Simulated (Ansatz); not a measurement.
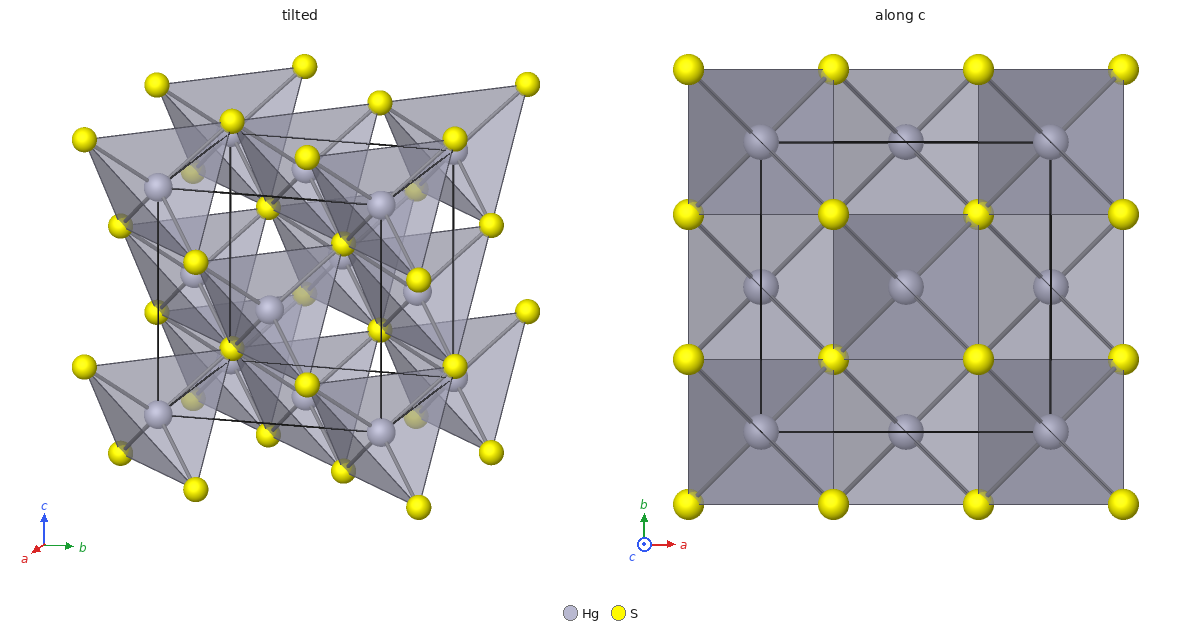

Polyhedral drawing of the structure, looking slightly off an axis and along the c axis. One conventional unit cell is framed, with atoms on its boundary repeated. A few atoms beyond the faces are included.

HgS, zinc blende (sphalerite type), space group F-43m (No. 216), a = 5.930 Å, b = 5.930 Å, c = 5.930 Å, α = 90.00°, β = 90.00°, γ = 90.00°. Starting structure: a structure type filled with these elements by a generator (whether the compound takes this form wasn't checked). Earlier steps of the study may have refined or changed the cell and positions. A calculation with Ansatz used it as input.

This one geometry was computed with Ansatz (DFT, plane waves, PAW) at three levels of theory: PBE with spin-orbit coupling, PBE0 and HSE06. It was relaxed beforehand with r2SCAN.

Q: How does the band gap change with the level of theory?

A: PBE with spin-orbit coupling: a gap of 0.10 eV, direct; HSE06: a gap of 0.36 eV, direct; PBE0: a gap of 0.95 eV, direct.

Q: Collect the results in a table.

A:
| level | cutoff (eV) | k-mesh of the run's cell | gap (eV) | pressure (GPa) |
| --- | --- | --- | --- | --- |
| PBE with spin-orbit coupling | 420 | 8×8×8 | 0.10 | 1.0 |
| PBE0 | 420 | 6×6×6 | 0.95 | -0.3 |
| HSE06 | 420 | 6×6×6 | 0.36 | -0.2 |

Gaps are taken on the k-mesh or band path of each run.
